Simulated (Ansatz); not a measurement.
# What a change does: geometry relaxation on Si32C

System: Si32C (defect cell, 33 atoms in the cell, total charge −1).
Method of the first run: DFT PBEsol, scalar-relativistic, plane waves, PAW, spin-polarised (Ansatz 0.2.0).

The structure derives from a Materials Project entry. Text and figures count atoms from 1; the logs count them from 0 in places.

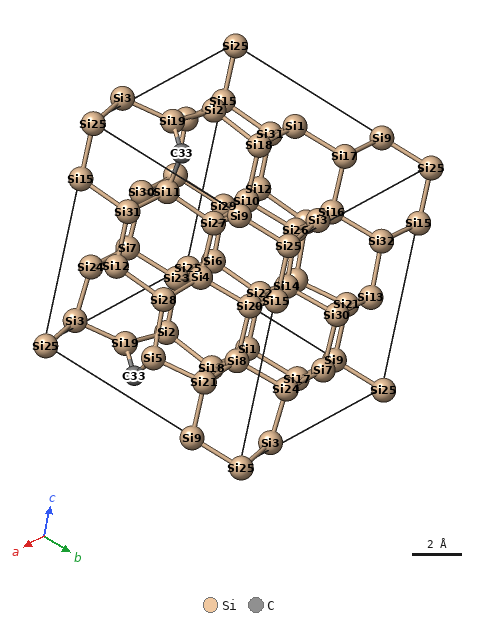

Fig. 1: The input geometry (ball-and-stick view of the cell of the calculation, seen at an oblique angle; atoms are numbered from 1 in the order of the input). An atom can appear more than once, as a periodic image. Near neighbours in the periodic cell (some may lie outside the picture): Si has 4 Si at 2.27 to 2.45 Å; Si has 1 C at 1.83 to 1.85 Å and 3 Si at 2.30 to 2.45 Å; Si has 1 C at 1.77 Å and 2 Si at 2.27 Å; C has 3 Si at 1.77 to 1.85 Å.

Input file, the first run:
```yaml
crystal:
  lattice:
    - [5.4338341026, 5.4338341026, -5.4338341026]
    - [-5.4338341026, -5.4338341026, -5.4338341026]
    - [-5.4338341026, 5.4338341026, 5.4338341026]
  atoms:
    - { symbol: Si, position: [0.263596732, 0.5049383974, -0.0010297657], spin: 0.091 }
    - { symbol: Si, position: [0.4724938208, 0.2420581851, 0.0003533017] }
    - { symbol: Si, position: [0.7432373379, -0.0283385148, 0.0002786904] }
    - { symbol: Si, position: [0.7558036224, 0.5040390837, 0.4912614968] }
    - { symbol: Si, position: [0.0202794916, 0.5186345016, 0.2295746502], spin: 0.091 }
    - { symbol: Si, position: [0.2525733824, 0.260369891, 0.2542154448] }
    - { symbol: Si, position: [0.5060826799, 0.0049055812, 0.2618642341] }
    - { symbol: Si, position: [0.7615393081, 0.7514735062, 0.254160836] }
    - { symbol: Si, position: [0.0109419204, 0.764691652, 0.0015509383], spin: 0.091 }
    - { symbol: Si, position: [0.507645879, 0.4976205586, 0.7463187421] }
    - { symbol: Si, position: [0.7926974439, 0.2913999814, 0.7732320674], spin: 0.091 }
    - { symbol: Si, position: [0.0050994973, 0.2546680707, 0.4912947472] }
    - { symbol: Si, position: [0.2648373171, 0.0131831187, 0.5091577732] }
    - { symbol: Si, position: [0.514187985, 0.7636283144, 0.5090977226] }
    - { symbol: Si, position: [-0.0012663228, 0.0064279384, 0.746264819] }
    - { symbol: Si, position: [0.2444993978, 0.7433156231, 0.7384060531] }
    - { symbol: Si, position: [0.2577489951, 0.7550714014, -0.000565053], spin: 0.091 }
    - { symbol: Si, position: [0.5137108632, 0.5036939057, 0.0002276948] }
    - { symbol: Si, position: [0.6912358268, 0.1907474789, -0.0007404935], spin: 0.091 }
    - { symbol: Si, position: [0.7555288724, 0.7543343401, 0.5002196036] }
    - { symbol: Si, position: [0.0189362387, 0.7714875821, 0.2585588679], spin: 0.091 }
    - { symbol: Si, position: [0.2746890506, 0.5136035134, 0.2560174523], spin: 0.091 }
    - { symbol: Si, position: [0.4976730699, 0.250516311, 0.2580064355] }
    - { symbol: Si, position: [0.7516772542, -0.0034349319, 0.2578696399] }
    - { symbol: Si, position: [0.0048373903, 0.0125667094, 0.0002092915] }
    - { symbol: Si, position: [0.4941682097, 0.7390345564, 0.7425380257] }
    - { symbol: Si, position: [0.7614160868, 0.5135235635, 0.742418438], spin: 0.091 }
    - { symbol: Si, position: [-0.003988462, 0.4948828975, 0.4704636879] }
    - { symbol: Si, position: [0.2554437067, 0.2545005842, 0.5003161941] }
    - { symbol: Si, position: [0.5257521116, 0.0246081072, 0.5298940033] }
    - { symbol: Si, position: [0.0146416514, 0.2596475324, 0.7434657305], spin: 0.091 }
    - { symbol: Si, position: [0.2401305187, -0.0070690906, 0.7424761215] }
    - { symbol: C, position: [-0.1443220474, 0.3553795072, 0.0022912304], spin: 0.091 }
  host:
    lattice:
      - [0.0, 2.7169170513, 2.7169170513]
      - [2.7169170513, 0.0, 2.7169170513]
      - [2.7169170513, 2.7169170513, 0.0]
    atoms:
      - { symbol: Si, position: [0.25, 0.25, 0.25] }
      - { symbol: Si, position: [0.0, 0.0, 0.0] }
total_charge: -1
basis:
  ecutwfc: 420
  xc_grid: 2
kpoints:
  mp_grid: { grid: [3, 3, 3], shift: [0.0, 0.0, 0.0] }
hamiltonian:
  xc: pbesol
scf:
  occupations: { method: gaussian, width: 0.02 }
output:
  forces: true
  stress: false
  eigenvalues: true
  populations: true
  charged_corrections:
    defect_position: [0.0, 0.5, 0.0]
    epsilon: [[13.2922, 0.0, 0.0], [0.0, 13.2922, 0.0], [0.0, 0.0, 13.2922]]
  write_density: true
  write_potential: true
  elf: true
  volumetric_format: npy
magnetization:
  spin_polarized: true
relax:
  adjacent_minimum: "off"
  f_tol: 0.025
  max_steps: 45
```

Command:
```bash
ansatz run input.yaml --threads 4 --pin off --max-ram 10240MiB --backend cpu --events-out ev --progress --plain --runs-dir out
```

Hardware: 4 threads of Intel Xeon (Granite Rapids), 32 GiB of memory available, shared host.

Output, shortened to warnings, some set-up lines, iterations and results (the first run):
```
Basis set: ecut = 420 eV, 12527 PW (Γ), exchange–correlation on 128×128×128 points (8 copies of the dense FFT grid, shifted against one another)
Symmetry: 1 space group operations
k-points: 14 of 27 (time reversal used)
Initial density: superposition of atomic densities (chi_scale 0.1, normalization cell, long waves kept (reshape's long-wave potential 0.16 eV rms))
[...]
SCF iter   1: F=—  HF=-20128.712478 eV  |F-HF|=—  |Δ(HF+E_count)|=         —  Δρ=2.53e-2 (↑2.46e-2 ↓2.53e-2)  dr2=1.64e1  dr2_m=9.97e-3  M=0.309 μB ∫|m|=0.329 μB  β_m=0.30  …
SCF iter   2: F=—  HF=-20126.273706 eV  |F-HF|=—  |Δ(HF+E_count)|=    2.44e0  Δρ=1.75e-2 (↑1.71e-2 ↓1.75e-2)  dr2=7.43e0  dr2_m=5.18e-3  M=0.442 μB ∫|m|=0.450 μB  β_m=0.30  …
SCF iter   3: F=—  HF=-20124.479058 eV  |F-HF|=—  |Δ(HF+E_count)|=    1.79e0  Δρ=6.70e-3 (↑6.70e-3 ↓6.64e-3)  dr2=1.55e0  dr2_m=3.23e-3  M=0.476 μB ∫|m|=0.483 μB  β_m=0.30  …
SCF iter   4: F=—  HF=-20124.215149 eV  |F-HF|=—  |Δ(HF+E_count)|=   2.64e-1  Δρ=2.79e-3 (↑2.66e-3 ↓2.79e-3)  dr2=2.59e-1  dr2_m=3.34e-3  M=0.607 μB ∫|m|=0.612 μB  β_m=0.30  …
SCF iter   5: F=—  HF=-20124.182261 eV  |F-HF|=—  |Δ(HF+E_count)|=   3.29e-2  Δρ=1.36e-3 (↑1.36e-3 ↓1.16e-3)  dr2=4.34e-2  dr2_m=2.18e-3  M=0.623 μB ∫|m|=0.629 μB  β_m=0.30  …
[... 100 lines ...]
SCF iter   5: F=—  HF=-20124.275967 eV  |F-HF|=—  |Δ(HF+E_count)|=   3.01e-7  Δρ=3.46e-6 (↑3.46e-6 ↓2.74e-6)  dr2=2.96e-7  dr2_m=9.84e-9  M=0.800 μB ∫|m|=0.830 μB  β_m=0.71  …
SCF iter   6: F=-20124.275967 eV  HF=-20124.275967 eV  |F-HF|=6.46e-9  |Δ(HF+E_count)|=   3.62e-8  Δρ=8.84e-7 (↑8.79e-7 ↓8.84e-7)  dr2=2.16e-8  dr2_m=1.28e-9  M=0.799 μB …
SCF iter   7: F=-20124.275967 eV  HF=-20124.275967 eV  |F-HF|=6.18e-11  |Δ(HF+E_count)|=   1.11e-8  Δρ=2.24e-7 (↑2.24e-7 ↓1.96e-7)  dr2=1.88e-9  dr2_m=7.43e-11  M=0.799 μB …
SCF 13 converged in 7 iterations: F = -20124.275967 eV  dr2 = 1.88e-9
relax step  13: F+E_penalty+E_count = -20124.27596721 eV  Δ(F+E_penalty+E_count) = -1.236e-3 eV  max|allowed force component| = 9.614e-3 eV/Å  Δτ_max = 0.0167 Å  (7 SCF …
SCF converged after 7 iterations
Magnetization: 0.7995 μB (66.8997 up, 66.1003 down)
Absolute magnetization: 0.8304 μB (∫|ρ↑−ρ↓|, with the PAW one-centre terms)
Spin contamination: 0.0106 ħ² per cell (⟨S²⟩ above its minimum at these occupations)
Per-site moments (μB) at R_I (Å): [(0.0020434824656621457, 0.9696237064916179), (0.009630799451002373, 0.9444467507452947), (0.00963953754585559, 0.9447727327257321), (0.002258228954125669, 0.9615839610347445), (0.0053550567590896605, 0.7428355413450508), (0.004585843851362714, 0.9613996986911615), …
Free energy (F): -20124.275967 eV
Harris-Foulkes:  -20124.275967 eV  (|F-HF|=6.18e-11)
Internal energy: -20124.274926 eV  (E = F + TS)
E sigma→0 (E₀):  -20124.275447 eV
Entropy (-TS):   -0.001041 eV (-0.032 meV/atom)
Fermi energy:    6.670590 eV
--- Per-component energies (eV) ---
  E_band       = 154.350504
  E_kinetic    = 1397.306749
  E_local      = -1062.323168  (includes V_loc(G=0)·N_el)
  E_nonlocal   = 865.564094
  E_hartree    = 306.324633
  E_xc         = -1809.280221
  E_vxc        = -1573.039335  (∫ρ·V_xc dr)
  E_paw        = -16061.834412  (= ΣΔE_a)
  E_vpaw       = -85.807244  (= ΣTr[D̂ρ^β])
  E_aug_tail   = 0.000198  (compensation charges beyond the density's cutoff)
  E_ewald      = -3761.063840
  E_core_change = 1.031042  (= ΣΔE_core)
  E_smearing   = -0.001041  (= −TS)
  E_closure    = 0.000000  (closes the sum)
  E_deformation_potential = -12.737965  (in the stress; not in F)
  Σ components = -20124.275967   (vs F -20124.275967, Δ=0.00e0)
[...]
```

For the second run the input was changed thus:
```diff
-total_charge: -1
+total_charge: 1
```

Predict how the results change.

The total energies belong to different systems, so their difference says nothing on which is more stable or more accurate. A charged cell is computed with a uniform neutralising background, so its energy and pressure depend on the cell and aren't those of a real crystal. The SCF takes 40 iterations over all geometry steps against 84. On the same kind of shared host the second run took about 0.5 times as long.

Output, shortened to warnings, some set-up lines, iterations and results (the second run):
```
Basis set: ecut = 420 eV, 12527 PW (Γ), exchange–correlation on 128×128×128 points (8 copies of the dense FFT grid, shifted against one another)
Symmetry: 1 space group operations
k-points: 14 of 27 (time reversal used)
Initial density: superposition of atomic densities (chi_scale 0.1, normalization cell, long waves kept (reshape's long-wave potential 0.16 eV rms))
[...]
SCF iter   1: F=—  HF=-20142.292183 eV  |F-HF|=—  |Δ(HF+E_count)|=         —  Δρ=2.56e-2 (↑2.56e-2 ↓2.55e-2)  dr2=1.80e1  dr2_m=8.77e-3  M=0.355 μB ∫|m|=0.370 μB  β_m=0.30  …
SCF iter   2: F=—  HF=-20139.966744 eV  |F-HF|=—  |Δ(HF+E_count)|=    2.33e0  Δρ=1.85e-2 (↑1.85e-2 ↓1.84e-2)  dr2=9.22e0  dr2_m=1.02e-2  M=0.477 μB ∫|m|=0.487 μB  β_m=0.30  …
SCF iter   3: F=—  HF=-20137.710913 eV  |F-HF|=—  |Δ(HF+E_count)|=    2.26e0  Δρ=7.51e-3 (↑6.69e-3 ↓7.51e-3)  dr2=1.78e0  dr2_m=1.37e-2  M=0.603 μB ∫|m|=0.612 μB  β_m=0.30  …
SCF iter   4: F=—  HF=-20137.307404 eV  |F-HF|=—  |Δ(HF+E_count)|=   4.04e-1  Δρ=2.37e-3 (↑2.37e-3 ↓2.35e-3)  dr2=1.24e-1  dr2_m=8.09e-3  M=0.675 μB ∫|m|=0.679 μB  β_m=0.30  …
SCF iter   5: F=—  HF=-20137.320303 eV  |F-HF|=—  |Δ(HF+E_count)|=   1.29e-2  Δρ=2.01e-3 (↑2.01e-3 ↓1.52e-3)  dr2=5.12e-2  dr2_m=5.41e-3  M=0.679 μB ∫|m|=0.688 μB  β_m=0.30  …
[... 38 lines ...]
SCF iter   6: F=-20137.404381 eV  HF=-20137.404381 eV  |F-HF|=5.54e-9  |Δ(HF+E_count)|=   7.76e-8  Δρ=1.41e-6 (↑1.19e-6 ↓1.41e-6)  dr2=5.66e-9  dr2_m=9.54e-9  M=0.785 μB …
SCF iter   7: F=-20137.404381 eV  HF=-20137.404381 eV  |F-HF|=3.27e-11  |Δ(HF+E_count)|=   2.01e-8  Δρ=3.41e-7 (↑2.88e-7 ↓3.41e-7)  dr2=9.59e-10  dr2_m=4.86e-10  M=0.785 μB …
SCF iter   8: F=-20137.404381 eV  HF=-20137.404381 eV  |F-HF|=1.09e-11  |Δ(HF+E_count)|=   1.07e-9  Δρ=5.91e-8 (↑5.63e-8 ↓5.91e-8)  dr2=9.03e-11  dr2_m=9.98e-12  M=0.785 μB …
SCF 4 converged in 8 iterations: F = -20137.404381 eV  dr2 = 9.03e-11
relax step   4: F+E_penalty+E_count = -20137.40438098 eV  Δ(F+E_penalty+E_count) = -2.594e-4 eV  max|allowed force component| = 1.169e-2 eV/Å  Δτ_max = 0.0066 Å  (8 SCF …
SCF converged after 8 iterations
Magnetization: 0.7855 μB (65.8927 up, 65.1073 down)
Absolute magnetization: 0.8509 μB (∫|ρ↑−ρ↓|, with the PAW one-centre terms)
Spin contamination: 0.0111 ħ² per cell (⟨S²⟩ above its minimum at these occupations)
Per-site moments (μB) at R_I (Å): [(0.0005575230303026641, 0.9684937837218109), (0.017370568504079937, 0.9415704599018804), (0.01737072068731034, 0.9415847422242098), (0.006072498695630029, 0.9621423971549374), (0.0017014322686615673, 0.755357517475031), (0.0036124910607145135, 0.959821180683384), …
Free energy (F): -20137.404381 eV
Harris-Foulkes:  -20137.404381 eV  (|F-HF|=1.09e-11)
Internal energy: -20137.403625 eV  (E = F + TS)
E sigma→0 (E₀):  -20137.404003 eV
Entropy (-TS):   -0.000756 eV (-0.023 meV/atom)
Fermi energy:    6.238409 eV
--- Per-component energies (eV) ---
  E_band       = 143.367793
  E_kinetic    = 1370.273102
  E_local      = -1049.468313  (includes V_loc(G=0)·N_el)
  E_nonlocal   = 858.971251
  E_hartree    = 297.679707
  E_xc         = -1789.293766
  E_vxc        = -1547.226669  (∫ρ·V_xc dr)
  E_paw        = -16060.392282  (= ΣΔE_a)
  E_vpaw       = -84.541221  (= ΣTr[D̂ρ^β])
  E_aug_tail   = 0.000197  (compensation charges beyond the density's cutoff)
  E_ewald      = -3766.204563
  E_core_change = 1.031042  (= ΣΔE_core)
  E_smearing   = -0.000756  (= −TS)
  E_closure    = 0.000000  (closes the sum)
  E_deformation_potential = 12.737965  (in the stress; not in F)
  Σ components = -20137.404381   (vs F -20137.404381, Δ=0.00e0)
[...]
```

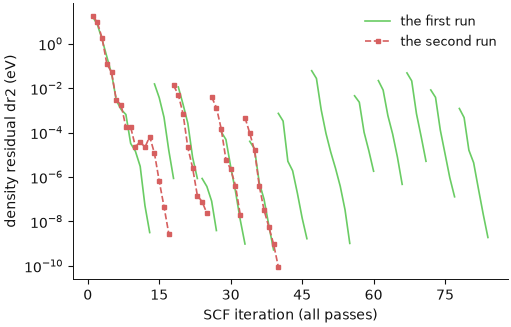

Fig. 2: Convergence of the two runs: density residual dr2 against the SCF iteration. A break in a curve parts two SCF passes. The first run takes 84 iterations in all, and the second run takes 40.

The two runs side by side:

```tsv
quantity	the first run	the second run
outcome	converged	converged
free energy per atom (eV)	−609.8265	−610.2244
gap on the mesh (eV)	0.00	0.00
net moment of the cell (μB)	0.80	0.79
absolute moment of the cell (μB)	0.83	0.85
largest force (eV/Å)	0.013	0.012
SCF iterations	84	40
irreducible k-points	14	14
wall time (shared host)	8.9 min	4.4 min
```

For both runs: The cell is charged and computed with a neutralising background, so its energy and pressure depend on the cell and aren't those of a real crystal.
